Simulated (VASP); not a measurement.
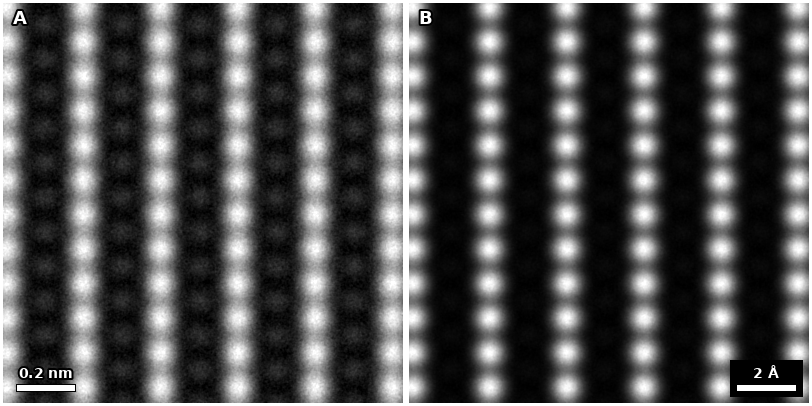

Two simulated images of the same area of CeO2 (Fm-3m, No. 225) along [210], with a probe of 0.81 Å. One is incoherent Z contrast (Z^1.8 per atom), the other the projected potential of neutral atoms blurred by the probe (iDPC-like, thin sample). Brightness is counted from the darkest point of the image. Shot noise was added. Atomic positions: an entry of the Crystallography Open Database, as set up for an electronic-structure calculation.

### Which panel is which, and how can one tell?

B is the Z-contrast image and A the potential image. The columns of 2 O per repeat reach about 3 % of the brightest peak (1 Ce) in B but about 16 % in A, mainly since the potential grows much more slowly with atomic number. The O columns show clearly in A alone.
